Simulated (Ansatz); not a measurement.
System: BaTiO₃, space group Pm-3m (No. 221) (cell built by us, not taken from a database).

Starting cell:
```xyz
5
Lattice="4.1539 0.0000 0.0000 0.0000 4.1539 0.0000 0.0000 0.0000 4.1539" Properties=species:S:1:pos:R:3 pbc="T T T"
Ba    0.0000    0.0000    0.0000
Ti    2.0769    2.0769    2.0769
O     2.0769    2.0769    0.0000
O     2.0769    0.0000    2.0769
O     0.0000    2.0769    2.0769
```

Method: Born effective charges by linear response at the zone centre, in units of the proton charge, Cartesian axes of the given cell; DFT, r2SCAN, plane waves, PAW (Ansatz 0.2.0). Level: r2SCAN, no spin polarisation.

- periodic directions: 3
- potentials: PAW
- wave cutoff: 500 eV
- k mesh: 6×6×6

What does the calculation give for the mean Born effective charge of each atom? The cases: Ba; Ti; O 1; O 2; O 3.

The largest in size is that of Ti, 7.36 e, and the charges add up to 0.00 e. O 1, O 2 and O 3 are equally anisotropic; for O 1: its diagonal components run from −5.89 to −2.06 e.

```json
{"atom": "Ba", "mean Born effective charge (e)": "2.7", "Born charge xx (e)": "2.659", "Born charge zz (e)": "2.659"}
{"atom": "Ti", "mean Born effective charge (e)": "7.4", "Born charge xx (e)": "7.364", "Born charge zz (e)": "7.364"}
{"atom": "O 1", "mean Born effective charge (e)": "-3.3", "Born charge xx (e)": "-2.065", "Born charge zz (e)": "-5.894"}
{"atom": "O 2", "mean Born effective charge (e)": "-3.3", "Born charge xx (e)": "-2.065", "Born charge zz (e)": "-2.065"}
{"atom": "O 3", "mean Born effective charge (e)": "-3.3", "Born charge xx (e)": "-5.894", "Born charge zz (e)": "-2.065"}
```

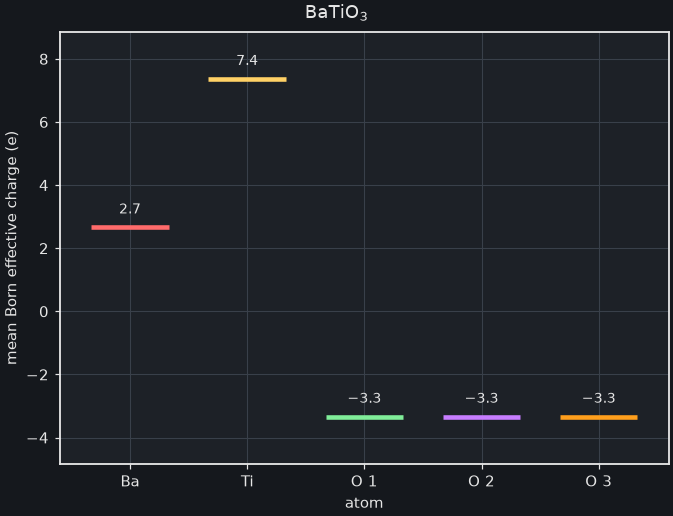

Caveats: empty bands loosely converged; reference bands not vouched for.
